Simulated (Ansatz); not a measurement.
Geometry relaxation of ZnSe (part 3 of 3)

ZnSe (slab, 16 atoms in the cell); DFT PBE, scalar-relativistic, plane waves, PAW, no spin polarisation (Ansatz 0.2.0); cutoff 420 eV, 2×2×1 k-mesh, Gaussian smearing of 0.05 eV. The structure derives from an entry of the Crystallography Open Database. The input holds or restrains some coordinates. Forces given for the steps count only the free coordinates. It belongs to a series of runs on one base structure; here: clean slab, lower planes held.

Geometry of the input (Å; fractional positions):
```
8.1060  0.0000  0.0000
-4.0530  7.0200  0.0000
0.0000  0.0000  20.1366
Se 0.5000  0.0000  0.3973
Se 0.5000  0.5000  0.3973
Se 0.0000  0.0000  0.3973
Se -0.0000  0.5000  0.3973
Zn 0.1667  0.8333  0.4384
Zn 0.1667  0.3333  0.4384
Zn 0.6667  0.8333  0.4384
Zn 0.6667  0.3333  0.4384
Se 0.6667  0.8333  0.5616
Se 0.6667  0.3333  0.5616
Se 0.1667  0.8333  0.5616
Se 0.1667  0.3333  0.5616
Zn 0.3333  0.6667  0.6027
Zn 0.3333  0.1667  0.6027
Zn 0.8333  0.6667  0.6027
Zn 0.8333  0.1667  0.6027
```

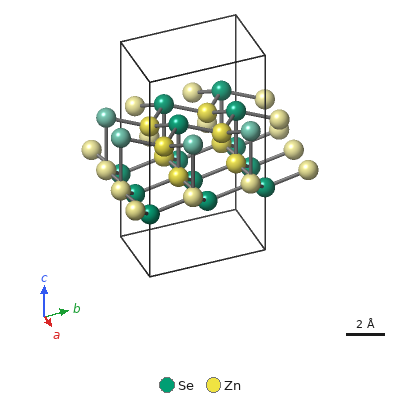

**Figure 1.** The geometry at step 11 of the log (ball-and-stick view of the cell of the calculation, with the vacuum cut short, seen slightly off an axis; neighbours outside the cell are drawn fainter).

Trajectory as extended XYZ, continued
```
16
Lattice="8.1060 0.0000 0.0000 -4.0530 7.0200 0.0000 0.0000 0.0000 20.1366" Properties=species:S:1:pos:R:3:forces:R:3 step=7 energy=-70311.86691
Se    4.0530    0.0000    8.0000    0.0000   0.0000   0.6383
Se    2.0265    3.5100    8.0000    0.0000   0.0000   0.6383
Se    0.0000    0.0000    8.0000    0.0000   0.0000   0.6383
Se   -2.0265    3.5100    8.0000    0.0000   0.0000   0.6383
Zn   -2.0265    5.8500    8.8273    0.0000   0.0000  -0.6473
Zn    0.0000    2.3400    8.8273    0.0000   0.0000  -0.6473
Zn    2.0265    5.8500    8.8273    0.0000   0.0000  -0.6473
Zn    4.0530    2.3400    8.8273    0.0000   0.0000  -0.6473
Se    2.0265    5.8500   11.6312    0.0000   0.0000   0.0231
Se    4.0530    2.3400   11.6312    0.0000   0.0000   0.0231
Se   -2.0265    5.8500   11.6312    0.0000   0.0000   0.0231
Se    0.0000    2.3400   11.6312    0.0000   0.0000   0.0231
Zn    0.0000    4.6800   11.7915    0.0000   0.0000  -0.0141
Zn    2.0265    1.1700   11.7915    0.0000   0.0000  -0.0141
Zn    4.0530    4.6800   11.7915    0.0000   0.0000  -0.0141
Zn    6.0795    1.1700   11.7915    0.0000   0.0000  -0.0141
16
Lattice="8.1060 0.0000 0.0000 -4.0530 7.0200 0.0000 0.0000 0.0000 20.1366" Properties=species:S:1:pos:R:3:forces:R:3 step=8 energy=-70311.91113
Se    4.0530    0.0000    8.0000    0.0000   0.0000   0.6479
Se    2.0265    3.5100    8.0000    0.0000   0.0000   0.6479
Se    0.0000    0.0000    8.0000    0.0000   0.0000   0.6479
Se   -2.0265    3.5100    8.0000    0.0000   0.0000   0.6479
Zn   -2.0265    5.8500    8.8273    0.0000   0.0000  -0.6333
Zn    0.0000    2.3400    8.8273    0.0000   0.0000  -0.6333
Zn    2.0265    5.8500    8.8273    0.0000   0.0000  -0.6333
Zn    4.0530    2.3400    8.8273    0.0000   0.0000  -0.6333
Se    2.0265    5.8500   11.6622    0.0000   0.0000   0.0928
Se    4.0530    2.3400   11.6622    0.0000   0.0000   0.0928
Se   -2.0265    5.8500   11.6622    0.0000   0.0000   0.0928
Se    0.0000    2.3400   11.6622    0.0000   0.0000   0.0928
Zn    0.0000    4.6800   11.5965    0.0000   0.0000  -0.1074
Zn    2.0265    1.1700   11.5965    0.0000   0.0000  -0.1074
Zn    4.0530    4.6800   11.5965    0.0000   0.0000  -0.1074
Zn    6.0795    1.1700   11.5965    0.0000   0.0000  -0.1074
16
Lattice="8.1060 0.0000 0.0000 -4.0530 7.0200 0.0000 0.0000 0.0000 20.1366" Properties=species:S:1:pos:R:3:forces:R:3 step=9 energy=-70312.06495
Se    4.0530    0.0000    8.0000    0.0000   0.0000   0.7007
Se    2.0265    3.5100    8.0000    0.0000   0.0000   0.7007
Se    0.0000    0.0000    8.0000    0.0000   0.0000   0.7007
Se   -2.0265    3.5100    8.0000    0.0000   0.0000   0.7007
Zn   -2.0265    5.8500    8.8273    0.0000   0.0000  -0.6631
Zn    0.0000    2.3400    8.8273    0.0000   0.0000  -0.6631
Zn    2.0265    5.8500    8.8273    0.0000   0.0000  -0.6631
Zn    4.0530    2.3400    8.8273    0.0000   0.0000  -0.6631
Se    2.0265    5.8500   11.6817    0.0000   0.0000   0.2175
Se    4.0530    2.3400   11.6817    0.0000   0.0000   0.2175
Se   -2.0265    5.8500   11.6817    0.0000   0.0000   0.2175
Se    0.0000    2.3400   11.6817    0.0000   0.0000   0.2175
Zn    0.0000    4.6800   11.4021    0.0000   0.0000  -0.2551
Zn    2.0265    1.1700   11.4021    0.0000   0.0000  -0.2551
Zn    4.0530    4.6800   11.4021    0.0000   0.0000  -0.2551
Zn    6.0795    1.1700   11.4021    0.0000   0.0000  -0.2551
16
Lattice="8.1060 0.0000 0.0000 -4.0530 7.0200 0.0000 0.0000 0.0000 20.1366" Properties=species:S:1:pos:R:3:forces:R:3 step=10 energy=-70312.30155
Se    4.0530    0.0000    8.0000    0.0000   0.0000   0.6895
Se    2.0265    3.5100    8.0000    0.0000   0.0000   0.6895
Se    0.0000    0.0000    8.0000    0.0000   0.0000   0.6895
Se   -2.0265    3.5100    8.0000    0.0000   0.0000   0.6895
Zn   -2.0265    5.8500    8.8273    0.0000   0.0000  -0.5061
Zn    0.0000    2.3400    8.8273    0.0000   0.0000  -0.5061
Zn    2.0265    5.8500    8.8273    0.0000   0.0000  -0.5061
Zn    4.0530    2.3400    8.8273    0.0000   0.0000  -0.5061
Se    2.0265    5.8500   11.7680    0.0000   0.0000  -0.0657
Se    4.0530    2.3400   11.7680    0.0000   0.0000  -0.0657
Se   -2.0265    5.8500   11.7680    0.0000   0.0000  -0.0657
Se    0.0000    2.3400   11.7680    0.0000   0.0000  -0.0657
Zn    0.0000    4.6800   11.2039    0.0000   0.0000  -0.1170
Zn    2.0265    1.1700   11.2039    0.0000   0.0000  -0.1170
Zn    4.0530    4.6800   11.2039    0.0000   0.0000  -0.1170
Zn    6.0795    1.1700   11.2039    0.0000   0.0000  -0.1170
16
Lattice="8.1060 0.0000 0.0000 -4.0530 7.0200 0.0000 0.0000 0.0000 20.1366" Properties=species:S:1:pos:R:3:forces:R:3 step=11 energy=-70312.35175
Se    4.0530    0.0000    8.0000    0.0000   0.0000   0.6247
Se    2.0265    3.5100    8.0000    0.0000   0.0000   0.6247
Se    0.0000    0.0000    8.0000    0.0000   0.0000   0.6247
Se   -2.0265    3.5100    8.0000    0.0000   0.0000   0.6247
Zn   -2.0265    5.8500    8.8273    0.0000   0.0000  -0.4718
Zn    0.0000    2.3400    8.8273    0.0000   0.0000  -0.4718
Zn    2.0265    5.8500    8.8273    0.0000   0.0000  -0.4718
Zn    4.0530    2.3400    8.8273    0.0000   0.0000  -0.4718
Se    2.0265    5.8500   11.7165    0.0000   0.0000  -0.0724
Se    4.0530    2.3400   11.7165    0.0000   0.0000  -0.0724
Se   -2.0265    5.8500   11.7165    0.0000   0.0000  -0.0724
Se    0.0000    2.3400   11.7165    0.0000   0.0000  -0.0724
Zn    0.0000    4.6800   11.1140    0.0000   0.0000  -0.0805
Zn    2.0265    1.1700   11.1140    0.0000   0.0000  -0.0805
Zn    4.0530    4.6800   11.1140    0.0000   0.0000  -0.0805
Zn    6.0795    1.1700   11.1140    0.0000   0.0000  -0.0805
16
Lattice="8.1060 0.0000 0.0000 -4.0530 7.0200 0.0000 0.0000 0.0000 20.1366" Properties=species:S:1:pos:R:3:forces:R:3 step=12 energy=-70312.40551
Se    4.0530    0.0000    8.0000    0.0000   0.0000   0.4389
Se    2.0265    3.5100    8.0000    0.0000   0.0000   0.4389
Se    0.0000    0.0000    8.0000    0.0000   0.0000   0.4389
Se   -2.0265    3.5100    8.0000    0.0000   0.0000   0.4389
Zn   -2.0265    5.8500    8.8273    0.0000   0.0000  -0.4728
Zn    0.0000    2.3400    8.8273    0.0000   0.0000  -0.4728
Zn    2.0265    5.8500    8.8273    0.0000   0.0000  -0.4728
Zn    4.0530    2.3400    8.8273    0.0000   0.0000  -0.4728
Se    2.0265    5.8500   11.5735    0.0000   0.0000   0.0717
Se    4.0530    2.3400   11.5735    0.0000   0.0000   0.0717
Se   -2.0265    5.8500   11.5735    0.0000   0.0000   0.0717
Se    0.0000    2.3400   11.5735    0.0000   0.0000   0.0717
Zn    0.0000    4.6800   10.9184    0.0000   0.0000  -0.0375
Zn    2.0265    1.1700   10.9184    0.0000   0.0000  -0.0375
Zn    4.0530    4.6800   10.9184    0.0000   0.0000  -0.0375
Zn    6.0795    1.1700   10.9184    0.0000   0.0000  -0.0375
16
Lattice="8.1060 0.0000 0.0000 -4.0530 7.0200 0.0000 0.0000 0.0000 20.1366" Properties=species:S:1:pos:R:3:forces:R:3 step=13 energy=-70312.40694
Se    4.0530    0.0000    8.0000    0.0000   0.0000   0.4381
Se    2.0265    3.5100    8.0000    0.0000   0.0000   0.4381
Se    0.0000    0.0000    8.0000    0.0000   0.0000   0.4381
Se   -2.0265    3.5100    8.0000    0.0000   0.0000   0.4381
Zn   -2.0265    5.8500    8.8273    0.0000   0.0000  -0.4251
Zn    0.0000    2.3400    8.8273    0.0000   0.0000  -0.4251
Zn    2.0265    5.8500    8.8273    0.0000   0.0000  -0.4251
Zn    4.0530    2.3400    8.8273    0.0000   0.0000  -0.4251
Se    2.0265    5.8500   11.5935    0.0000   0.0000  -0.0426
Se    4.0530    2.3400   11.5935    0.0000   0.0000  -0.0426
Se   -2.0265    5.8500   11.5935    0.0000   0.0000  -0.0426
Se    0.0000    2.3400   11.5935    0.0000   0.0000  -0.0426
Zn    0.0000    4.6800   10.9063    0.0000   0.0000   0.0296
Zn    2.0265    1.1700   10.9063    0.0000   0.0000   0.0296
Zn    4.0530    4.6800   10.9063    0.0000   0.0000   0.0296
Zn    6.0795    1.1700   10.9063    0.0000   0.0000   0.0296
16
Lattice="8.1060 0.0000 0.0000 -4.0530 7.0200 0.0000 0.0000 0.0000 20.1366" Properties=species:S:1:pos:R:3:forces:R:3 step=14 energy=-70312.40789
Se    4.0530    0.0000    8.0000    0.0000   0.0000   0.4421
Se    2.0265    3.5100    8.0000    0.0000   0.0000   0.4421
Se    0.0000    0.0000    8.0000    0.0000   0.0000   0.4421
Se   -2.0265    3.5100    8.0000    0.0000   0.0000   0.4421
Zn   -2.0265    5.8500    8.8273    0.0000   0.0000  -0.4436
Zn    0.0000    2.3400    8.8273    0.0000   0.0000  -0.4436
Zn    2.0265    5.8500    8.8273    0.0000   0.0000  -0.4436
Zn    4.0530    2.3400    8.8273    0.0000   0.0000  -0.4436
Se    2.0265    5.8500   11.5879    0.0000   0.0000   0.0009
Se    4.0530    2.3400   11.5879    0.0000   0.0000   0.0009
Se   -2.0265    5.8500   11.5879    0.0000   0.0000   0.0009
Se    0.0000    2.3400   11.5879    0.0000   0.0000   0.0009
Zn    0.0000    4.6800   10.9145    0.0000   0.0000   0.0006
Zn    2.0265    1.1700   10.9145    0.0000   0.0000   0.0006
Zn    4.0530    4.6800   10.9145    0.0000   0.0000   0.0006
Zn    6.0795    1.1700   10.9145    0.0000   0.0000   0.0006
```

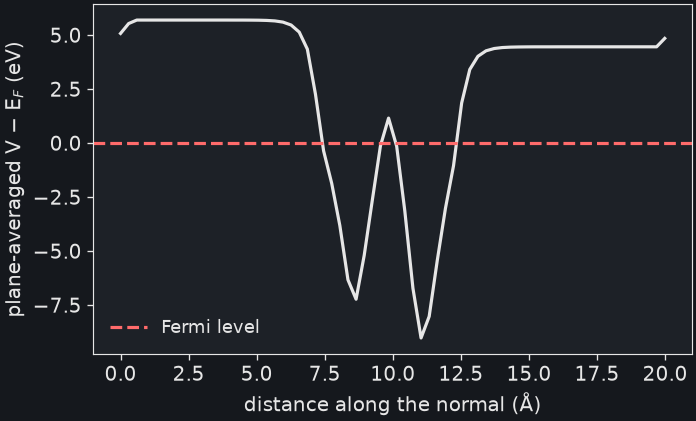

**Figure 2.** Plane average of the electrostatic potential energy of an electron across the cell, from the Fermi level. The vacuum level lies 4.46 eV above the Fermi level on the upper side and 5.70 eV on the lower.

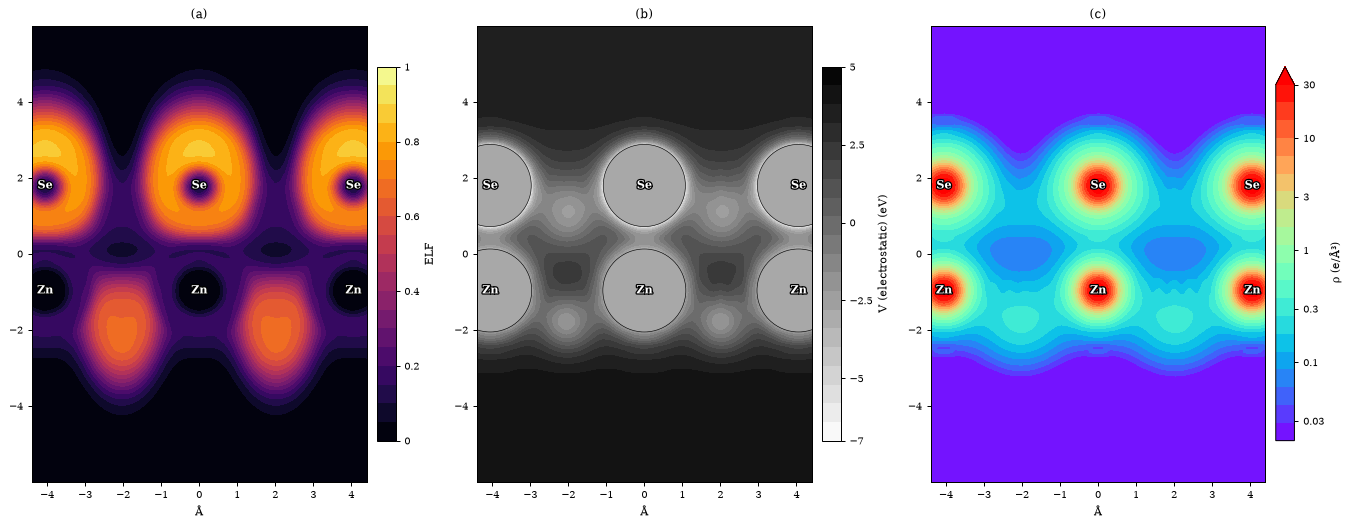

**Figure 3.** (a) ELF; (b) electrostatic potential (local pseudopotential plus Hartree) felt by an electron; (c) valence pseudo-density on the (010) plane of the calculation cell, a cut from vacuum to vacuum. Grey discs, where drawn, cover atomic cores. Zn–Se (2.76 Å): ρ at the midpoint is about 0.29 e/Å³, with its minimum of 0.21 e/Å³ about 1.2 Å from Zn; the ELF peaks at about 0.75 in the valence shell of Se, 0.9 Å from its nucleus, and drops to about 0.15 between the two atoms. The density dies away to nearly zero in the vacuum. In a PAW calculation such maps are meaningful between the atoms, not at the nuclei.

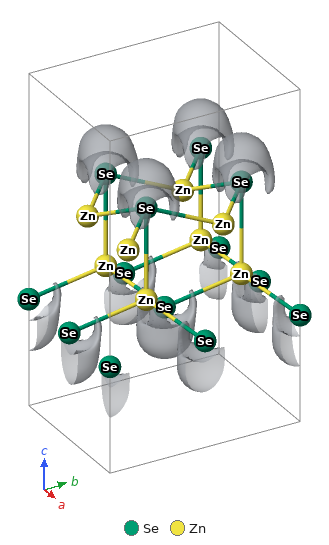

**Figure 4.** Isosurface of the ELF at 0.8 (grey), seen slightly off an axis. Only the valence region is drawn (cores and ρ < 0.01 e/Å³ removed). Sticks mark near contacts. Values along the shortest contacts: Zn–Se (2.43 Å): the ELF is about 0.60 at the midpoint. Zn–Se (2.48 Å): the ELF is about 0.60 at the midpoint.

Key numbers

| quantity | value |
| --- | --- |
| outcome | converged under the restraints of the input |
| electrons treated | 224 |
| free energy | −70312.4079 eV |
| work function, top face | 4.46 eV |
| work function, bottom face | 5.70 eV |
| Fermi energy | −1.074 eV |
| gap on the k-point mesh | 0.96 eV |
| final volume | 1145.87 Å³ |
| work function (upper face) | 4.46 eV |
| largest force (length of the vector) at the end, held atoms and coordinates included | 0.444 eV/Å |
| hardware | 4 threads of Intel Xeon @ 2.50GHz (Skylake/Cascade Lake), 189 GiB of memory available, shared host |
| wall time | 2.7 min (CPU time 9.8 min) |
| peak memory | 1.9 GiB |
